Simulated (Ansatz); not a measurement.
## Single-point calculation, with input and output: WS$_{2}$ (part 1 of 2)

System: WS$_{2}$ (P6₃/mmc, 42 atoms in the cell).
Method: DFT PBE+D3(BJ), scalar-relativistic, plane waves, PAW, no spin polarisation (Ansatz 0.2.0).

The structure derives from a Materials Project entry. It belongs to a series of runs on one base structure; here: the perfect crystal in a cell of 42 atoms. Figures and captions count atoms from 1; the log counts them from 0 in places.

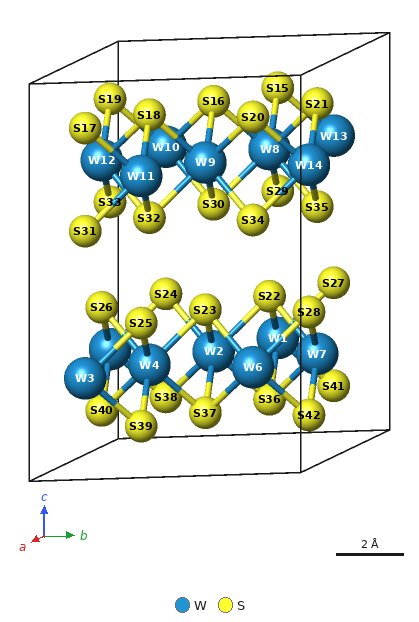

*The structure as given in the input (ball-and-stick view of the cell of the calculation, seen slightly off an axis; atoms are numbered from 1 in the order of the input).*

Near neighbours in the crystal (not all of them lie inside the picture): W has 6 S at 2.41 Å; S has 3 W at 2.41 Å.

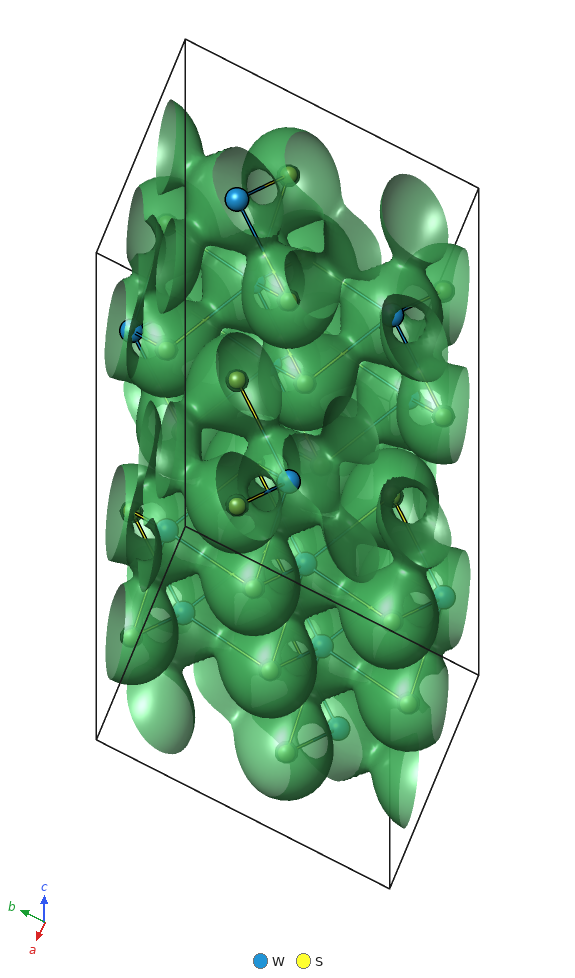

*Isosurface of the valence charge density (pseudo) at 0.5 e/Å³ (green), seen at an oblique angle. Sticks mark near contacts. The outline is the calculation cell.*

At this value the density is joined into sheets; it holds about 70 % of the electrons treated as valence (semicore included). On the grid the lowest density along these lines, outside the cores, is 0.63 e/Å³ (W–S, 2.41 Å). The fields are those of the smooth PAW valence density.

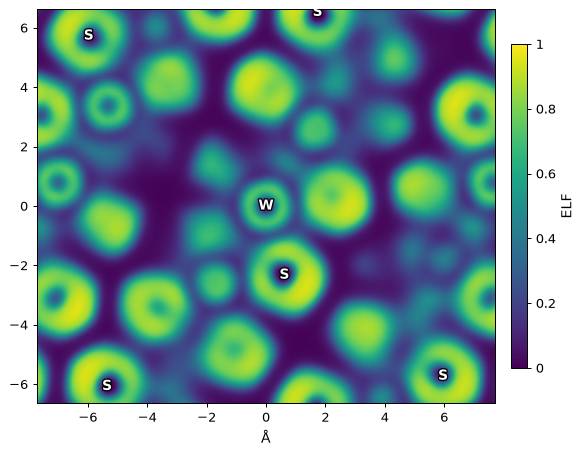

*ELF on the (111) plane of the calculation cell.*

The section cuts through W and S sites. W–S (2.41 Å): the ELF is about 0.50 at the midpoint. The ELF has a maximum of about 0.55 in the space between the atoms. The strong features right at W lie inside the PAW spheres (semicore, d or f shells) and say nothing about bonding.

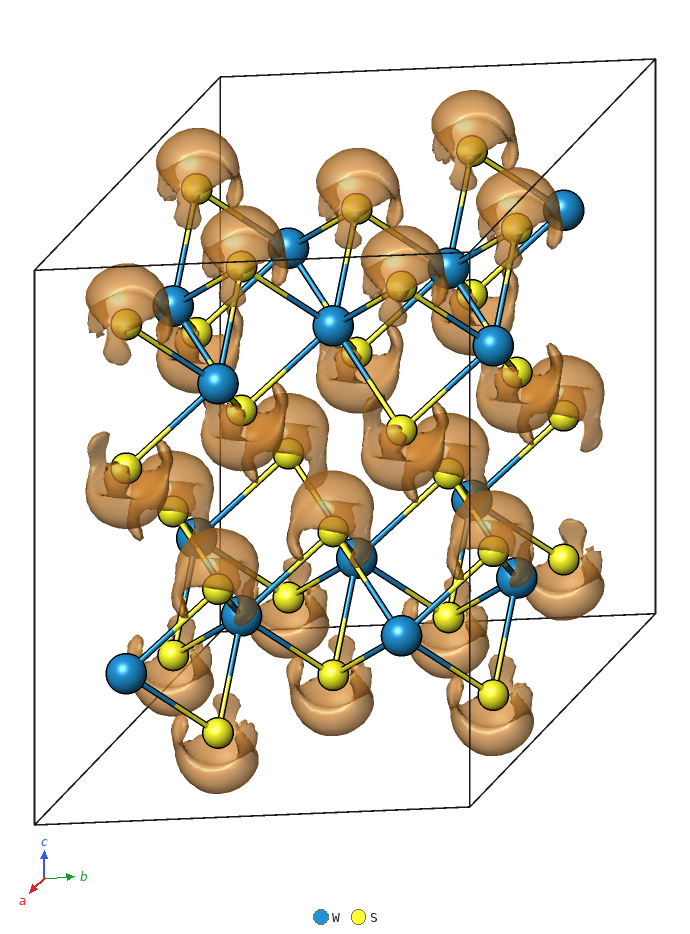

*Isosurface of the electron localisation function at 0.85 (orange), seen at an oblique angle. Core shells and regions of very low density are left out. Sticks mark near contacts. The outline is the calculation cell.*

Values along the shortest contacts: W–S (2.41 Å): the ELF is about 0.50 at the midpoint.

The input that produced these results follows, with the program's output.

Input
```yaml
crystal:
  lattice:
    - [7.8852229175, -2.7315213444, 0.0]
    - [-6.308178334, -5.4630426888, 0.0]
    - [0.0, 0.0, -12.1448340132]
  atoms:
    - { symbol: W, position: [0.0952380952, 0.619047619, 0.25] }
    - { symbol: W, position: [0.380952381, 0.4761904762, 0.25] }
    - { symbol: W, position: [0.9523809524, 0.1904761905, 0.25] }
    - { symbol: W, position: [0.6666666667, 0.3333333333, 0.25] }
    - { symbol: W, position: [0.2380952381, 0.0476190476, 0.25] }
    - { symbol: W, position: [0.8095238095, 0.7619047619, 0.25] }
    - { symbol: W, position: [0.5238095238, 0.9047619048, 0.25] }
    - { symbol: W, position: [0.3333333333, 0.6666666667, 0.75] }
    - { symbol: W, position: [0.619047619, 0.5238095238, 0.75] }
    - { symbol: W, position: [0.1904761905, 0.2380952381, 0.75] }
    - { symbol: W, position: [0.9047619048, 0.380952381, 0.75] }
    - { symbol: W, position: [0.4761904762, 0.0952380952, 0.75] }
    - { symbol: W, position: [0.0476190476, 0.8095238095, 0.75] }
    - { symbol: W, position: [0.7619047619, 0.9523809524, 0.75] }
    - { symbol: S, position: [0.0952380952, 0.619047619, 0.8796577967] }
    - { symbol: S, position: [0.380952381, 0.4761904762, 0.8796577967] }
    - { symbol: S, position: [0.9523809524, 0.1904761905, 0.8796577967] }
    - { symbol: S, position: [0.6666666667, 0.3333333333, 0.8796577967] }
    - { symbol: S, position: [0.2380952381, 0.0476190476, 0.8796577967] }
    - { symbol: S, position: [0.8095238095, 0.7619047619, 0.8796577967] }
    - { symbol: S, position: [0.5238095238, 0.9047619048, 0.8796577967] }
    - { symbol: S, position: [0.3333333333, 0.6666666667, 0.3796577967] }
    - { symbol: S, position: [0.619047619, 0.5238095238, 0.3796577967] }
    - { symbol: S, position: [0.1904761905, 0.2380952381, 0.3796577967] }
    - { symbol: S, position: [0.9047619048, 0.380952381, 0.3796577967] }
    - { symbol: S, position: [0.4761904762, 0.0952380952, 0.3796577967] }
    - { symbol: S, position: [0.0476190476, 0.8095238095, 0.3796577967] }
    - { symbol: S, position: [0.7619047619, 0.9523809524, 0.3796577967] }
    - { symbol: S, position: [0.0952380952, 0.619047619, 0.6203422033] }
    - { symbol: S, position: [0.380952381, 0.4761904762, 0.6203422033] }
    - { symbol: S, position: [0.9523809524, 0.1904761905, 0.6203422033] }
    - { symbol: S, position: [0.6666666667, 0.3333333333, 0.6203422033] }
    - { symbol: S, position: [0.2380952381, 0.0476190476, 0.6203422033] }
    - { symbol: S, position: [0.8095238095, 0.7619047619, 0.6203422033] }
    - { symbol: S, position: [0.5238095238, 0.9047619048, 0.6203422033] }
    - { symbol: S, position: [0.3333333333, 0.6666666667, 0.1203422033] }
    - { symbol: S, position: [0.619047619, 0.5238095238, 0.1203422033] }
    - { symbol: S, position: [0.1904761905, 0.2380952381, 0.1203422033] }
    - { symbol: S, position: [0.9047619048, 0.380952381, 0.1203422033] }
    - { symbol: S, position: [0.4761904762, 0.0952380952, 0.1203422033] }
    - { symbol: S, position: [0.0476190476, 0.8095238095, 0.1203422033] }
    - { symbol: S, position: [0.7619047619, 0.9523809524, 0.1203422033] }
basis:
  ecutwfc: 420
  xc_grid: 2
kpoints:
  mp_grid: { grid: [2, 2, 2], shift: [0.0, 0.0, 0.0] }
hamiltonian:
  xc: pbe
  dispersion: d3bj
scf:
  occupations: { method: gaussian, width: 0.01 }
output:
  forces: true
  stress: true
  eigenvalues: true
  write_density: true
  write_potential: true
  elf: true
  volumetric_format: npy
```

Run as:
```bash
ansatz run input.yaml --threads 4 --pin off --max-ram 6144MiB --backend cpu --events-out ev --progress --plain --runs-dir out
```

Output
```
Engine: ansatz 0.2.0, aarch64-unknown-linux-gnu
Pseudopotentials: kind: paw
Pseudopotential: W, paw, valence charge 14, recommended cutoff 420 eV (normal), W.paw.azcp
Pseudopotential: S, paw, valence charge 6, recommended cutoff 420 eV (normal), S.paw.azcp
Functional definition: PBE
  parameter kappa = 0.804
  parameter beta = 0.06672455060314922
  exchange = pbe_x(kappa = kappa, mu = beta*pi^2/3)
  correlation = pbe_c(beta = beta)
Crystal: 42 atoms, lattice volume = 732.433 Å³
Basis set: ecut = 420 eV, 14321 PW (Γ), exchange–correlation on 120×120×180 points (8 copies of the dense FFT grid, shifted against one another)
Bands: 224, of which v1, the nominal top of the filled ones, is band 182 counted from 1 (181 counted from 0)
Symmetry: 84 space group operations
Space group: P63/mmc (ITA 194), of the structure as read, at distance tolerance 9.0e-5 Å
k-points: 4 of 8
Non-local potential: W, projectors of the file, l = 0: 3, l = 1: 2, l = 2: 2, l = 3: 1
Non-local potential: S, projectors of the file, l = 0: 2, l = 1: 2, l = 2: 2
PAW form: soft (Blöchl's): semilocal exchange-correlation on the pseudo side does not see the compensation charge
PAW one-centre angular grid: W, 590 points (default); XC on 64 Gauss nodes
PAW one-centre angular grid: S, 110 points (default); XC on 64 Gauss nodes
Initial density: superposition of atomic densities (neutral atoms: chi_scale 0, normalization atom), corrected by the library's trained network
Initial wavefunctions: pseudopotential atomic-orbital guess
Functional: x = pbe(κ = 0.804, μ = 0.2195149727645171), c = pbe(β = 0.06672455060314922)
SCF iter   1: F=—  HF=-170697.152226 eV  |F-HF|=—  |Δ(HF+E_count)|=         —  Δρ=5.10e-3  dr2=6.78e-2  ethr=1.77e-3  ⟨swp⟩=6.0  Hψ=3600  notcnv=0  defer=20
preconditioner: auto → Resta (q_TF=auto, 2.428 Å⁻¹)  ε∞=7.7  [insulator: Δε(μ)=1.231 eV  Ē_g=8.426 eV  σ=0.010 eV  W_gap=1.00  n_scr=182 (ndim 8)  ℏωp=21.8 eV  f_vac=0.011  D(μ)=0.00/eV (n_scr^D=0)  ε∞_Penn≈7.7]
SCF iter   2: F=—  HF=-170697.188590 eV  |F-HF|=—  |Δ(HF+E_count)|=   3.64e-2  Δρ=2.84e-3  dr2=1.74e-2  ethr=1.86e-5  ⟨swp⟩=2.2  Hψ=1408  notcnv=0  defer=134
SCF iter   3: F=—  HF=-170697.219545 eV  |F-HF|=—  |Δ(HF+E_count)|=   3.10e-2  Δρ=7.37e-4  dr2=2.82e-3  ethr=4.77e-6  ⟨swp⟩=2.0  Hψ=1234  notcnv=0  defer=134
SCF iter   4: F=—  HF=-170697.220890 eV  |F-HF|=—  |Δ(HF+E_count)|=   1.34e-3  Δρ=1.00e-4  dr2=1.20e-4  ethr=7.76e-7  ⟨swp⟩=2.0  Hψ=1244  notcnv=0  defer=134
SCF iter   5: F=—  HF=-170697.220918 eV  |F-HF|=—  |Δ(HF+E_count)|=   2.86e-5  Δρ=3.11e-5  dr2=8.32e-6  ethr=3.31e-8  ⟨swp⟩=2.0  Hψ=1158  notcnv=0  defer=134
SCF iter   6: F=—  HF=-170697.220162 eV  |F-HF|=—  |Δ(HF+E_count)|=   7.56e-4  Δρ=8.54e-6  dr2=6.12e-7  ethr=2.29e-9  ⟨swp⟩=2.0  Hψ=1260  notcnv=0  defer=134
SCF iter   7: F=-170697.220163 eV  HF=-170697.220163 eV  |F-HF|=1.31e-8  |Δ(HF+E_count)|=   5.26e-7  Δρ=1.39e-6  dr2=2.34e-8  ethr=2.75e-11  ⟨swp⟩=15.0  Hψ=7061  notcnv=0
SCF 1 converged in 7 iterations: F = -170697.220163 eV  dr2 = 2.34e-8
  greatest PAW one-centre occupation: 1.000 electrons in one spin orbital (limit 2), on the W atom at site 13 (counted from 0), in its partial waves of l = 0
SCF converged after 7 iterations
Free energy (F): -170697.220163 eV
Harris-Foulkes:  -170697.220163 eV  (|F-HF|=1.31e-8)
Internal energy: -170697.220163 eV  (E = F + TS)
E sigma→0 (E₀):  -170697.220163 eV
Fermi energy:    12.681403 eV
--- Per-component energies (eV) ---
  E_band       = -2503.441834
  E_kinetic    = 9342.633013
  E_local      = -23539.456381  (includes V_loc(G=0)·N_el)
  E_nonlocal   = 803.630267
  E_hartree    = 9300.573908
  E_xc         = -6476.754659
  E_vxc        = -5819.563137  (∫ρ·V_xc dr)
  E_paw        = -136684.336202  (= ΣΔE_a)
  E_vpaw       = -1891.853338  (= ΣTr[D̂ρ^β])
  E_aug_tail   = -0.000860  (compensation charges beyond the density's cutoff)
  E_ewald      = -23425.235922
  E_disp       = -18.273326  (pairwise vdW)
  E_smearing   = -0.000000  (= −TS)
  E_closure    = -0.000000  (closes the sum)
  Σ components = -170697.220163   (vs F -170697.220163, Δ=0.00e0)
--- Forces (eV/Å), atoms counted from 1 ---
  atom   1  W      0.00000000    -0.00000000     0.00000000
  atom   2  W      0.00000000     0.00000000     0.00000000
  atom   3  W      0.00000000    -0.00000000     0.00000000
  atom   4  W      0.00000000     0.00000000     0.00000000
  atom   5  W      0.00000000    -0.00000000     0.00000000
  atom   6  W      0.00000000     0.00000000    -0.00000000
  atom   7  W      0.00000000    -0.00000000     0.00000000
  atom   8  W     -0.00000000    -0.00000000     0.00000000
  atom   9  W     -0.00000000     0.00000000     0.00000000
  atom  10  W     -0.00000000    -0.00000000    -0.00000000
  atom  11  W     -0.00000000     0.00000000    -0.00000000
  atom  12  W     -0.00000000    -0.00000000    -0.00000000
  atom  13  W     -0.00000000    -0.00000000     0.00000000
  atom  14  W     -0.00000000     0.00000000     0.00000000
  atom  15  S     -0.00000000    -0.00000000    -0.00588853
  atom  16  S     -0.00000000    -0.00000000    -0.00588853
  atom  17  S     -0.00000000     0.00000000    -0.00588853
  atom  18  S     -0.00000000    -0.00000000    -0.00588853
  atom  19  S     -0.00000000    -0.00000000    -0.00588853
  atom  20  S     -0.00000000     0.00000000    -0.00588853
  atom  21  S     -0.00000000    -0.00000000    -0.00588853
  atom  22  S      0.00000000     0.00000000    -0.00588853
  atom  23  S      0.00000000     0.00000000    -0.00588853
  atom  24  S      0.00000000     0.00000000    -0.00588853
  atom  25  S      0.00000000     0.00000000    -0.00588853
  atom  26  S      0.00000000     0.00000000    -0.00588853
  atom  27  S      0.00000000     0.00000000    -0.00588853
  atom  28  S      0.00000000     0.00000000    -0.00588853
  atom  29  S     -0.00000000    -0.00000000     0.00588853
  atom  30  S     -0.00000000    -0.00000000     0.00588853
  atom  31  S     -0.00000000    -0.00000000     0.00588853
  atom  32  S     -0.00000000    -0.00000000     0.00588853
  atom  33  S     -0.00000000    -0.00000000     0.00588853
  atom  34  S     -0.00000000    -0.00000000     0.00588853
  atom  35  S     -0.00000000    -0.00000000     0.00588853
  atom  36  S      0.00000000     0.00000000     0.00588853
  atom  37  S      0.00000000     0.00000000     0.00588853
  atom  38  S      0.00000000     0.00000000     0.00588853
  atom  39  S      0.00000000     0.00000000     0.00588853
  atom  40  S      0.00000000     0.00000000     0.00588853
  atom  41  S      0.00000000     0.00000000     0.00588853
  atom  42  S      0.00000000     0.00000000     0.00588853
  max |Σ_I F_I| component: 3.04e-17 eV/Å
--- Stress (GPa, compression-positive) ---
        0.009736      -0.000000       0.000000
        0.000000       0.009736      -0.000000
        0.000000       0.000000       0.002974
  P = ⅓ Tr σ = 0.0075 GPa (0.075 kbar)
--- Band table (eV) ---
```
